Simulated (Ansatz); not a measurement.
System: ZnSe$_{2}$.

Input file:

```
crystal:
  lattice:
    - [-2.6683465767, 2.6683465767, 4.3854325476]
    - [2.6683465767, -2.6683465767, 4.3854325476]
    - [2.6683465767, 2.6683465767, -4.3854325476]
  atoms:
    - { symbol: Zn, position: [0.0, 0.0, 0.0] }
    - { symbol: Zn, position: [0.75, 0.25, 0.5] }
    - { symbol: Se, position: [0.375, 0.451320598, 0.576320598] }
    - { symbol: Se, position: [1.201320598, 0.625, 1.076320598] }
    - { symbol: Se, position: [0.548679402, 0.125, -0.076320598] }
    - { symbol: Se, position: [0.875, -0.201320598, 0.423679402] }
kpoints:
  mp_grid: { grid: [8, 8, 8] }
  band_path:
    path:
      - [0.0, 0.0, 0.0]
      - [0.0, 0.0, 0.5]
      - [0.25, 0.25, 0.25]
      - [0.0, 0.5, 0.0]
      - [0.5, 0.5, -0.5]
      - [0.3425549417, 0.6574450583, -0.3425549417]
      - [-0.3425549417, 0.3425549417, 0.3425549417]
      - [-0.1851098834, 0.1851098834, 0.5]
      - [0.5, 0.5, -0.1851098834]
    npoints: 1
hamiltonian:
  xc: r2scan
  dispersion: rvv10
scf:
  occupations: { method: fermi_dirac, width: 0.03 }
  n_extra_bands: 5
output:
  forces: true
  stress: true
  eigenvalues: true
  write_density: true
  write_potential: true
  elf: true
  volumetric_format: npy
```

Run with:

```sh
ansatz run input.yaml --threads 2 --pin off --max-ram 2211MiB --backend cpu --events-out ev --progress --plain --runs-dir out
```

Below, planes, directions and counts refer to the conventional cell (a = 5.34 Å, b = 5.34 Å, c = 8.77 Å, α = 90.00°, β = 90.00°, γ = 90.00°).

Space group I-42d; a structure from a database of computed crystals, not necessarily the ambient phase; started from the SiO2-122 prototype, which need not be the ambient phase.

Method: DFT, r2SCAN+rVV10, plane waves, PAW in Ansatz.

> What can the converged valence pseudo-density and electron localisation function tell about the bonding?

Zn–Se (2.45 Å): ρ at the midpoint is about 0.47 e/Å³; the ELF is about 0.60 at the midpoint.

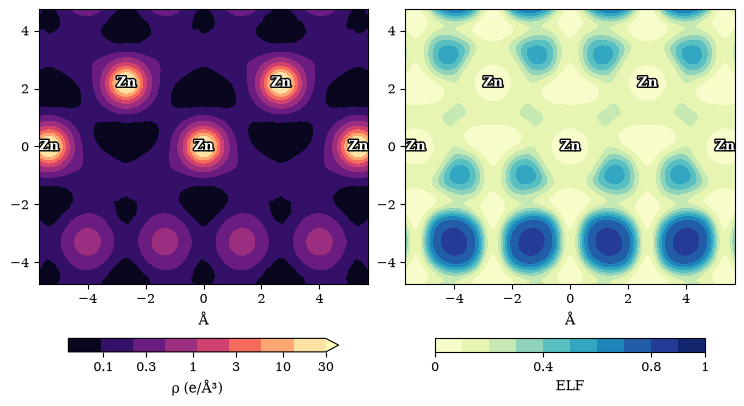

Computed valence pseudo-density and electron localisation function on the (100) plane of the conventional cell, in this order. Atoms just off the plane (Se, 0.9 Å away) can leave unmarked features too.

The density is the valence pseudo-density of a PAW calculation; it isn't the true density close to the nuclei.
